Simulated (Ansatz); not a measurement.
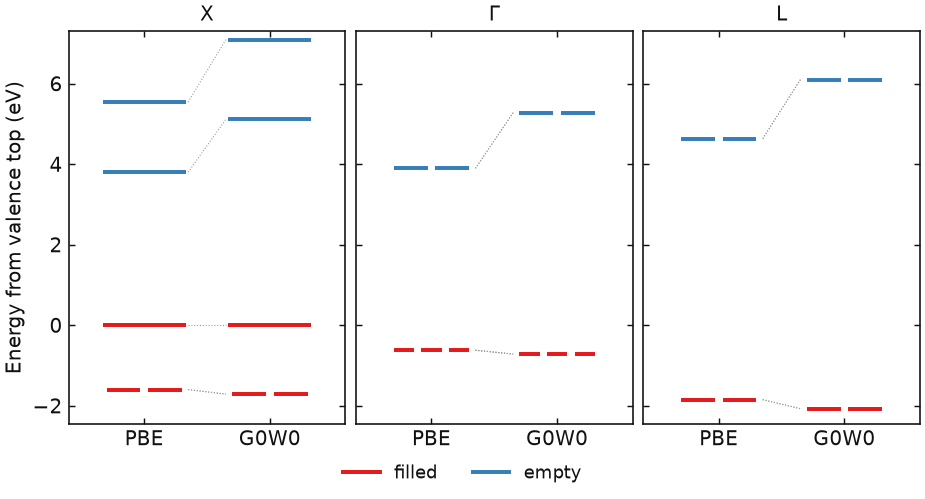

Levels at X, Γ and L in PBE and in G0W0, each set counted from its own valence top. Degenerate partners of corrected states are drawn at the same energy.

System: fluorite-type HfO₂, space group Fm-3m, 3 atoms in the primitive cell, relaxed with r2SCAN; cubic a = 5.058 Å. Starting point: PBE, Ansatz PAW set, no spin polarisation, no spin-orbit coupling, 6×6×6 k mesh, 420 eV cutoff, fixed occupations (Ansatz 0.2.0). Many-body step: G0W0 with empty bands 96, screening cutoff 120 eV and frequency treatment contour deformation.

By how much does the gap open?

Over the k points that were corrected, the smallest gap goes from 3.80 eV in PBE (direct at X) to 5.11 eV in G0W0 (direct at X), a change of +1.31 eV (+34 %).

What are the quasiparticle weights at the band edges?

The quasiparticle weight (renormalisation factor) lies between 0.77 and 0.82 for the top filled and first empty levels.

Is the correction a rigid shift of the empty levels?

Counted from the valence top, the lowest empty level moves by +1.31 eV at X, +1.38 eV at Γ and +1.47 eV at L; over the 12 points that were corrected the shifts run from +1.31 to +1.47 eV: a spread of 0.16 eV on a mean of 1.41 eV, so one scissor shift describes this level well. The top filled level also moves against the valence top, by −0.23 eV at L.

| k point | PBE direct gap (eV) | G0W0 direct gap (eV) |
| --- | --- | --- |
| X | 3.80 | 5.11 |
| Γ | 4.52 | 5.99 |
| L | 6.48 | 8.17 |

Spin-orbit coupling is left out, which matters for Hf. The usual form of HfO2 is monoclinic (baddeleyite). Bands, cutoffs and mesh are finite, so these values aren't at the basis limit.
